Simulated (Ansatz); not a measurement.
# Where Sb_C puts its levels in the gap of SiC (F-43m)

Charge states of Sb_C in SiC (F-43m), set against the band edges. Model: a cell of 54 host atoms with 1 C taken out and 1 Sb put in.

Method: place-levels on r2SCAN runs: charge-transition levels and formation energies with image-charge correction and potential alignment at the atomic sites; PAW set soft_1, in Ansatz 0.2.0.

Experimental background.

“Insight into the structural, elastic and electronic properties of a new orthorhombic 6O-SiC polytype” (2020, pmc:7200658) quotes from earlier work for SiC, cubic 3C zincblende (literature value): band gap (indirect gap) 2.4 eV [literature value; measurement temperature and method not stated].

## 1. The structure

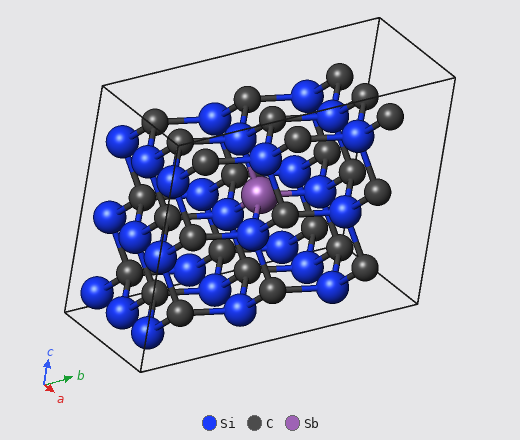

The cell as given, slightly off an axis (silicon blue, carbon dark grey, antimony purple).

The cell holds 54 atoms: 27 Si, 26 C and 1 Sb. Cell: a = 9.242 Å, b = 9.242 Å, c = 9.242 Å, α = 60.0°, β = 60.0°, γ = 60.0°. It derives from SiC (space group F-43m). Nearest the centre at fractional (0.417, 0.417, 0.417): Sb28 at 0.00 Å, Si29 at 1.89 Å, Si33 at 1.89 Å, Si45 at 1.89 Å, Si27 at 1.89 Å, C46 at 3.08 Å, C34 at 3.08 Å, C16 at 3.08 Å.

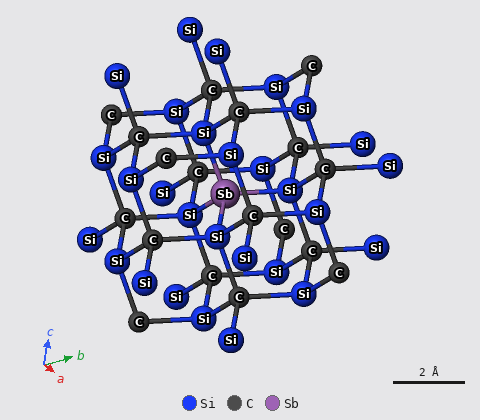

The atoms within 5 Å of the centre.

As a file:

```xyz
54
Lattice="0.0000 6.5349 6.5349 6.5349 0.0000 6.5349 6.5349 6.5349 0.0000" Properties=species:S:1:pos:R:3 pbc="T T T"
Si    0.0000    0.0000    0.0000
C     1.0891    1.0891    1.0891
Si    2.1783    2.1783    0.0000
C     3.2674    3.2674    1.0891
Si    4.3566    4.3566    0.0000
C     5.4457    5.4457    1.0891
Si    2.1783    0.0000    2.1783
C     3.2674    1.0891    3.2674
Si    4.3566    2.1783    2.1783
C     5.4457    3.2674    3.2674
Si    6.5349    4.3566    2.1783
C     7.6240    5.4457    3.2674
Si    4.3566    0.0000    4.3566
C     5.4457    1.0891    5.4457
Si    6.5349    2.1783    4.3566
C     7.6240    3.2674    5.4457
Si    8.7132    4.3566    4.3566
C     9.8023    5.4457    5.4457
Si    0.0000    2.1783    2.1783
C     1.0891    3.2674    3.2674
Si    2.1783    4.3566    2.1783
C     3.2674    5.4457    3.2674
Si    4.3566    6.5349    2.1783
C     5.4457    7.6240    3.2674
Si    2.1783    2.1783    4.3566
C     3.2674    3.2674    5.4457
Si    4.3566    4.3566    4.3566
Sb    5.4457    5.4457    5.4457
Si    6.5349    6.5349    4.3566
C     7.6240    7.6240    5.4457
Si    4.3566    2.1783    6.5349
C     5.4457    3.2674    7.6240
Si    6.5349    4.3566    6.5349
C     7.6240    5.4457    7.6240
Si    8.7132    6.5349    6.5349
C     9.8023    7.6240    7.6240
Si    0.0000    4.3566    4.3566
C     1.0891    5.4457    5.4457
Si    2.1783    6.5349    4.3566
C     3.2674    7.6240    5.4457
Si    4.3566    8.7132    4.3566
C     5.4457    9.8023    5.4457
Si    2.1783    4.3566    6.5349
C     3.2674    5.4457    7.6240
Si    4.3566    6.5349    6.5349
C     5.4457    7.6240    7.6240
Si    6.5349    8.7132    6.5349
C     7.6240    9.8023    7.6240
Si    4.3566    4.3566    8.7132
C     5.4457    5.4457    9.8023
Si    6.5349    6.5349    8.7132
C     7.6240    7.6240    9.8023
Si    8.7132    8.7132    8.7132
C     9.8023    9.8023    9.8023
```

Screening for the image-charge correction: ε∞ = 7.06, ε0 = 10.43, computed on the host (DFPT, PBEsol, on the r2SCAN cell), and a cell off the functional's own equilibrium shifts the ionic part.

The cell's shortest repeat is 9.2 Å.

## 2. What was run first

Levels follow from differences of total energies between charge states, each relaxed by itself.

Random displacements of about 0.05 Å break the site symmetry at the start, so that the relaxation can reach a distorted minimum if there is one. Forces are taken on a 2×2×2 shifted mesh. The cell holds 1 electron more than the neutral one, with a uniform background that keeps it neutral on the whole.

The sampling was tested on the host first: at the k-points planned (1x1x1 shifted 0.25 0.25 0.25) its energy lies 0.119 eV an atom from the dense-mesh value, so the final energies take a denser sampling.

One of the inputs; charge, spin and start change from state to state.

Contents of qm1.relax/input.yaml:

```yaml
crystal:
  lattice:
    - [0.0, 2.17829624, 2.17829624]
    - [2.17829624, 0.0, 2.17829624]
    - [2.17829624, 2.17829624, 0.0]
  atoms:
    - { symbol: Si, position: [0.0, 0.0, 0.0] }
    - { symbol: C, position: [0.25, 0.25, 0.25] }
  supercell: [3, 3, 3]
  defects: [{ substitution: { at: 27, symbol: Sb } }]
total_charge: -1
basis:
  ecutwfc: 500
  xc_grid: 2
hamiltonian:
  xc: r2scan
  pseudopotentials: { kind: paw, azcp: { folder: soft_1 } }
kpoints:
  mp_grid: { grid: [2, 2, 2], shift: [0.5, 0.5, 0.5] }
scf:
  occupations: { method: fixed }
  max_iter: 80
output:
  forces: true
  charged_corrections: { epsilon: 7.06, static_epsilon: 10.43 }
relax:
  f_tol: 0.02
  max_steps: 80
  random_displacement: { amplitude: 0.05, seed: 2903 }
checkpoint:
  write: "../qm1.relax.run"
  compress: false
  write_wavefunctions: true
  write_every: 100000
```

Command:

```console
ansatz run input.yaml --threads 4 --pin off --max-ram 7536MiB --backend cpu --events-out ev --progress --plain --runs-dir out
```

The run of this state that the levels use, under r2SCAN:

Contents of qm1.point/input.yaml:

```yaml
crystal:
  checkpoint: "../qm1.relax.run"
  host: checkpoint
total_charge: -1
basis:
  ecutwfc: 500
  xc_grid: 2
hamiltonian:
  xc: r2scan
  pseudopotentials: { kind: paw, azcp: { folder: soft_1 } }
kpoints:
  mp_grid: { grid: [2, 2, 2], shift: [0.5, 0.5, 0.5] }
scf:
  occupations: { method: fixed }
  max_iter: 80
output:
  forces: true
  eigenvalues: true
  charged_corrections:
    epsilon: 7.06
    static_epsilon: 10.43
    defect_position: [0.416667, 0.416667, 0.416667]
  eigenstates: { localisation: true }
  populations: true
  band_densities: [{ bands: [v1, v1] }, { bands: [c1, c1] }]
  write_density: true
  write_potential: true
  volumetric_format: npy
checkpoint:
  read: "../qm1.relax.run"
  write: "../qm1.point.run"
  compress: false
  write_wavefunctions: false
  write_every: 100000
```

Relaxations under r2SCAN at a 2×2×2 shifted mesh; times on 4 threads of Intel Xeon Platinum 8259CL at 2.50GHz (Skylake/Cascade Lake), shared host:

| charge | moment (μB) | occupations | outcome | steps | largest displacement against the far atoms (Å) | time |
| --- | --- | --- | --- | --- | --- | --- |
| −1 | 0 | fixed | converged | 7 | 0.45 | 3.2 min |
| 0 | 1 | fixed | converged | 6 | 0.41 | 7.5 min |
| +1 | 0 | fixed | converged | 6 | 0.39 | 2.7 min |
| −1 | 2 | fixed | converged | 7 | 0.51 | 8.2 min |

Single points under r2SCAN at a 2×2×2 shifted mesh; times on 4 threads of Intel Xeon Platinum 8259CL at 2.50GHz (Skylake/Cascade Lake), shared host:

| charge | moment (μB) | occupations | outcome | time |
| --- | --- | --- | --- | --- |
| −1 | 0 | fixed | converged | 27 s |
| 0 | 1 | fixed | converged | 55 s |
| +1 | 0 | fixed | converged | 27 s |
| −1 | 2 | fixed | converged | 62 s |

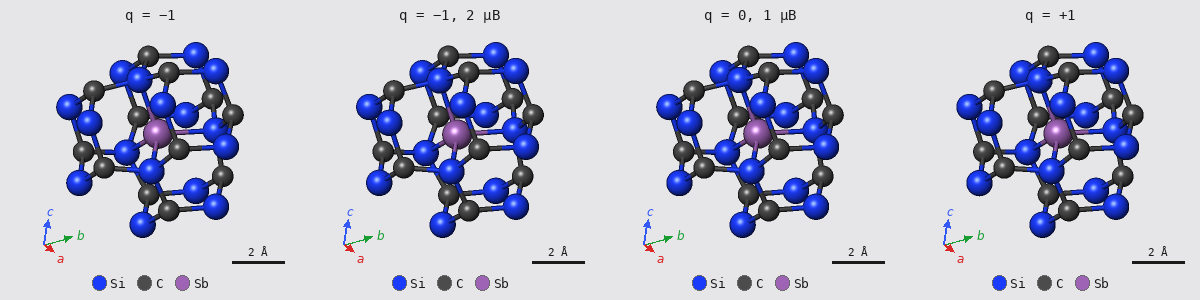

The structures near the centre after relaxation with r2SCAN, by charge.

Distances (Å) from Sb28 to the nearest atoms after relaxation with r2SCAN:

| charge | moment (μB) | 1. | 2. | 3. | 4. | 5. | 6. |
| --- | --- | --- | --- | --- | --- | --- | --- |
| −1 | 0 | Si 2.29 | Si 2.29 | Si 2.29 | Si 2.30 | C 3.12 | C 3.12 |
| −1 | 2 | Si 2.29 | Si 2.29 | Si 2.30 | Si 2.32 | C 3.09 | C 3.09 |
| 0 | 1 | Si 2.28 | Si 2.28 | Si 2.28 | Si 2.29 | C 3.13 | C 3.13 |
| +1 | 0 | Si 2.27 | Si 2.27 | Si 2.27 | Si 2.27 | C 3.14 | C 3.14 |

## 3. Placing the levels, r2SCAN

A charged cell interacts with its images and the background, and its potential has another zero than the host's. place-levels removes the first by a point-charge model, screened by the static dielectric constant since the ions have relaxed around the charge, and the second by comparing potentials at atoms far from the defect.

The host is a run of the defect-free crystal in the same cutoffs, grids and k-points, so that basis and sampling errors cancel in part in the differences. The host is run in a cell of 2 atoms on a matching mesh. Its band edges are searched through the zone by a band path, so the gap is smaller than, or equal to, that on the mesh. Chemical potentials are energies per atom of C (diamond) and Sb (A7 rhombohedral), run with the same functional and cutoff. Carbon is taken as diamond, which semilocal functionals can put about 0.1 eV an atom over graphite.

Contents of levels.point.yaml:

```yaml
host:
  run: host.point.run
states: [qm1.point.run, q0_M1.point.run, qp1.point.run, qm1_M2.point.run]
geometry_from:
  qm1.point.run: qm1.relax.run
  q0_M1.point.run: q0_M1.relax.run
  qp1.point.run: qp1.relax.run
  qm1_M2.point.run: qm1_M2.relax.run
  host.point.run: host.relax.run
chemical_potentials:
  C:
    energy: -251.553391
    dataset: "<sha256 of the dataset>"
  Sb:
    energy: -6499.197686
    dataset: <sha256 of the dataset>
epsilon: 7.06
static_epsilon: 10.43
vertical:
  - { from: qm1.point.run, to: qm1.point_neutral.run }
  - { from: qp1.point.run, to: qp1.point_neutral.run }
  - { from: qm1_M2.point.run, to: qm1_M2.point_neutral.run }
```

Command:

```console
ansatz place-levels levels.point.yaml -- --threads 4 --pin off --max-ram 7536MiB
```

Numbers of over 12 decimals in the logs are rounded to 6 here.

The program printed:

```text
[... repeated set-up lines and file paths are left out, and long positions are rounded to six places ...]
(+1/0) 1.804 eV above the valence edge (+1.836 eV without the band-filling correction), in the conduction band; not on the lower envelope
(0/-1) 1.774 eV above the valence edge (+2.225 eV without the band-filling correction), in the conduction band; not on the lower envelope
(+1/-1) 1.789 eV above the valence edge (+2.031 eV without the band-filling correction), in the conduction band: charges between them are lowest nowhere
formation energy of charge +1: +6.899 eV with the Fermi level at the valence edge
formation energy of charge 0: +8.703 eV with the Fermi level at the valence edge
formation energy of charge -1: +10.478 eV with the Fermi level at the valence edge
vertical -1 to 0: no energy, since no alignment is typed
  the change from vertical[0].from (qm1.point.run) to vertical[0].to (qm1.point_neutral.run): by its potential at epsilon 7.06 it stands at 0.243 0.243 0.243, with an rms radius of about 4.5 Å (2.6 2.6 2.6 Å across the planes of the cell's vectors); [...]
vertical +1 to 0: no energy, since no alignment is typed
  the change from vertical[1].from (qp1.point.run) to vertical[1].to (qp1.point_neutral.run): by its potential at epsilon 7.06 it stands at 0.252 0.252 0.253, with an rms radius of about 4.3 Å (2.5 2.5 2.5 Å across the planes of the cell's vectors); [...]
vertical -1 to 0: no energy, since no alignment is typed
  the change from vertical[2].from (qm1_M2.point.run) to vertical[2].to (qm1_M2.point_neutral.run): by its potential at epsilon 7.06 it stands at 0.199 0.267 0.268, with an rms radius of about 3.3 Å (2.1 1.8 1.8 Å across the planes of the cell's vectors); [...]
[...]
charge -1: states[3] (qm1_M2.point.run) stands 0.700 eV higher, with a moment of 2.00 μB against 0.00
  of states[2] (qp1.point.run): it parts from the run at its places by a charge that spreads by about 2.5 Å along one vector (1.3 Å or more is wide), by its potential at epsilon 7.06, taken for that of held ions (one typed too small widens it), where the cell [...]
  of states[1] (q0_M1.point.run): a band-filling correction moves a carrier to the host's band edge, which changes its energy by -0.032 eV; [...]
  of states[0] (qm1.point.run): it parts from the run at its places by a charge that spreads by about 2.6 Å along one vector (1.3 Å or more is wide), by its potential at epsilon 7.06, taken for that of held ions (one typed too small widens it), where the cell [...]
  of states[3] (qm1_M2.point.run): it parts from the run at its places by a charge that spreads by about 2.1 Å along one vector (1.3 Å or more is wide), by its potential at epsilon 7.06, taken for that of held ions (one typed too small widens it), where the [...]
  of vertical[0].from (qm1.point.run): it parts from the run at its places by a charge that spreads by about 2.6 Å along one vector (1.3 Å or more is wide), by its potential at epsilon 7.06, taken for that of held ions (one typed too small widens it), where [...]
  of vertical[0].to (qm1.point_neutral.run): stability_check_not_made
  of vertical[1].from (qp1.point.run): it parts from the run at its places by a charge that spreads by about 2.5 Å along one vector (1.3 Å or more is wide), by its potential at epsilon 7.06, taken for that of held ions (one typed too small widens it), where [...]
  of vertical[1].to (qp1.point_neutral.run): stability_check_not_made
  of vertical[2].from (qm1_M2.point.run): its moments are held at its close (magnetization.spin_locking), by a field of 0.339 eV a Bohr magneton, and its energy and levels are of the state that this holds: a run that lets them go can end lower; [...]
  of vertical[2].to (qm1_M2.point_neutral.run): stability_check_not_made
```

The job ended after 0.72 s (4 threads of Intel Xeon Platinum 8259CL at 2.50GHz (Skylake/Cascade Lake), shared host).

Levels between the charges placed, in eV above the valence top:

|  | gap (eV) | (+1/0) | (0/−1) |
| --- | --- | --- | --- |
| r2SCAN | 1.71 | 1.80 | 1.77 |

Corrections by state:

| charge | moment (μB) | image terms and alignment (eV) | band filling (eV) | ε used | over the lowest of its charge, as the program ranks them, band filling apart (eV) |
| --- | --- | --- | --- | --- | --- |
| +1 | 0.0 | 0.742 | - | 10.43 | 0.000 |
| 0 | 1.0 | 0.000 | -0.032 | - | 0.000 |
| −1 | 0.0 | -0.379 | -0.483 | 10.43 | 0.000 |
| −1 | 2.0 | -0.383 | - | 10.43 | 0.700 |

The charged structures listed were also run neutral, and place-levels reads from each pair, by the potential or the spins, how wide the charge is by which they differ; that can be the carrier of either run.

| charge | rms radius (Å) | spread where it is widest against the cell (Å) | wide from (Å) | reading |
| --- | --- | --- | --- | --- |
| +1 | 4.3 | 2.51 | 1.31 | wide |
| −1 | 4.5 | 2.60 | 1.31 | wide |

The neutral runs of these pairs need not share the spin of the lowest neutral state, and very wide values only mean spread over the cell.

From the program's caveats on the states, each cut to its opening words:

- charge +1: it parts from the run at its places by a charge that spreads by about 2.5 Å along one vector (1.3 Å or more is wide), by its potential at epsilon 7.06, taken [...]
- charge +1: its alignment with the host at atomic sites is doubtful: the mean over the far sites moves by +0.1046 eV from their farther parts to their nearer, more than [...]
- charge 0 (1 μB): a band-filling correction moves a carrier to the host's band edge, which changes its energy by -0.032 eV
- charge 0 (1 μB): its alignment with the host at atomic sites is doubtful: the mean over the far sites moves by +0.1003 eV from their farther parts to their nearer, more than [...]
- charge 0 (1 μB), −1 (2 μB): flagged: stability check not made
- charge −1: it parts from the run at its places by a charge that spreads by about 2.6 Å along one vector (1.3 Å or more is wide), by its potential at epsilon 7.06, taken [...]
- charge −1: a band-filling correction moves a carrier to the host's band edge, which changes its energy by -0.483 eV
- charge −1: its alignment with the host at atomic sites is doubtful: the mean over the far sites moves by +0.0923 eV from their farther parts to their nearer, more than [...]
- charge −1 (2 μB): it parts from the run at its places by a charge that spreads by about 2.1 Å along one vector (1.3 Å or more is wide), by its potential at epsilon 7.06, taken [...]
- charge −1 (2 μB): its alignment with the host at atomic sites is doubtful: the mean over the far sites moves by +0.1610 eV from their farther parts to their nearer, more than [...]
- charge −1 (2 μB): its moments are held at its close (magnetization.spin_locking), by a field of 0.339 eV a Bohr magneton, and its energy and levels are of the state that this [...]
- charge −1 (2 μB): filled levels lie above empty ones at the fixed electron count

The host's formation energy from the elements is -0.356 eV per atom; it sets how far the chemical potentials can move.

Limit set by the element alone; other compounds of these elements are not counted. Chemical potentials from the elements' reference states: C 0.00 eV, Si -0.71 eV, Sb 0.00 eV. Formation energies (C-rich), with the Fermi level at the valence top and at the conduction bottom (gap 1.71 eV):

| charge | at valence top (eV) | at conduction bottom (eV) | correction included (eV) |
| --- | --- | --- | --- |
| +1 | 6.90 | 8.61 | 0.74 |
| 0 | 8.70 | 8.70 | -0.03 |
| −1 | 10.48 | 8.77 | -0.86 |

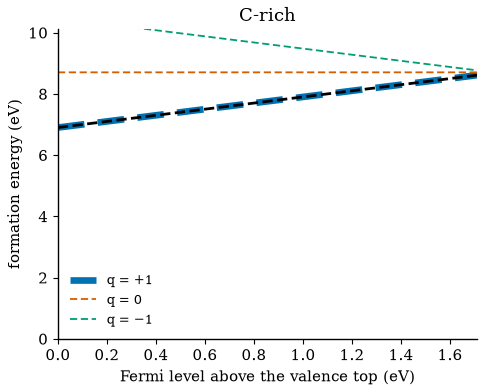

Formation energy against Fermi level; the thick line follows the lowest charge state.

Limit set by the element alone; other compounds of these elements are not counted. Chemical potentials from the elements' reference states: Si 0.00 eV, C -0.71 eV, Sb 0.00 eV. Formation energies (Si-rich), with the Fermi level at the valence top and at the conduction bottom (gap 1.71 eV):

| charge | at valence top (eV) | at conduction bottom (eV) | correction included (eV) |
| --- | --- | --- | --- |
| +1 | 6.19 | 7.90 | 0.74 |
| 0 | 7.99 | 7.99 | -0.03 |
| −1 | 9.77 | 8.06 | -0.86 |

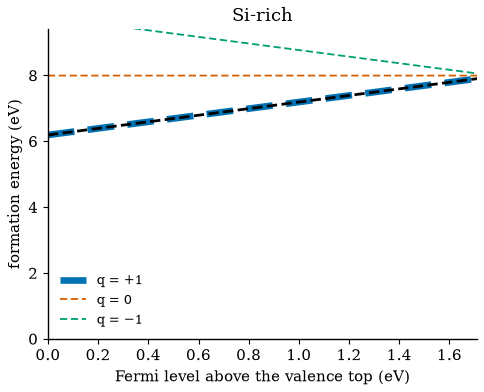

Formation energy against Fermi level; the thick line follows the lowest charge state.

## 4. Summary of results

```
gap of the host                                                          : 1.71 eV (r2SCAN)
level (plus 1/0)                                                         : 1.80 eV above the valence top, past the conduction bottom, not a change between lowest states (1.84 eV above the valence top without the band-filling term)
level (0/minus 1)                                                        : 1.77 eV above the valence top, past the conduction bottom, not a change between lowest states (2.23 eV above the valence top without the band-filling term)
lowest of the charges placed, just above the valence top (0.02 eV)       : +1
lowest of the charges placed, just below the conduction bottom (0.02 eV) : +1
lowest formation energy at mid-gap of the charges run, C-rich            : 7.75 eV
lowest formation energy at mid-gap of the charges run, Si-rich           : 7.04 eV
```

Of the charges placed (−1, 0 and +1), +1 is the lowest from 0.02 eV above the valence top to 0.02 eV below the conduction bottom, a gap of 1.71 eV. Charges above +1 were not placed, so these runs say nothing of levels that involve them. States placed: +1 at 0 μB; 0 at 1 μB; −1 at 0 μB and 2 μB. Other spin states or structures, where not listed, weren't placed. The program finds carriers beyond a band edge of the host and adds a band-filling term at charge −1 (-0.48 eV) and 0 (-0.03 eV); steps to such a charge show no bound level, and a defect level inside a band would be read the same way. Sb is taken at its element; compounds, which aren't counted here, bound the chemical potentials and would shift these formation energies. The program doubts the alignment of potentials for at least one state, a sign that the cell is small. What this leaves open: r2SCAN makes the gap too small and tends to spread out bound carriers; spin–orbit coupling, which can matter with heavy atoms, is left out.

Computed beside measured:

| quantity | measured | r2SCAN |
| --- | --- | --- |
| band gap (least gap of the host) (eV) | 2.4 | 1.71 (-0.69 eV) |

Measured values from pmc:7200658 (2020).

**Verdict.** The band gap is off by -0.69 eV: a clear miss. Local and semilocal functionals usually give gaps below the measured ones. Zero-point and thermal motion shift the measured gap.

[Logs are printed without paths, hosts, clocks, repeated set-up lines and the standing remarks that a program may print on its own settings, such as how far it seeks lower states.]

[Hosts, paths, dates, database ids (printed as entryN), source tags and the programs' standing remarks are cut or masked in the printed files.]

[Where a table of states has a column of steps, it counts the stored structures, which are thinned; the runs took as many ionic steps or more.]

[A defect's name tells the site on which it was built; relaxed atoms can leave that site.]

[For some hosts the program warned that the k-mesh of the response run may be too coarse for force constants and the static dielectric constant; such warnings are not shown here.]
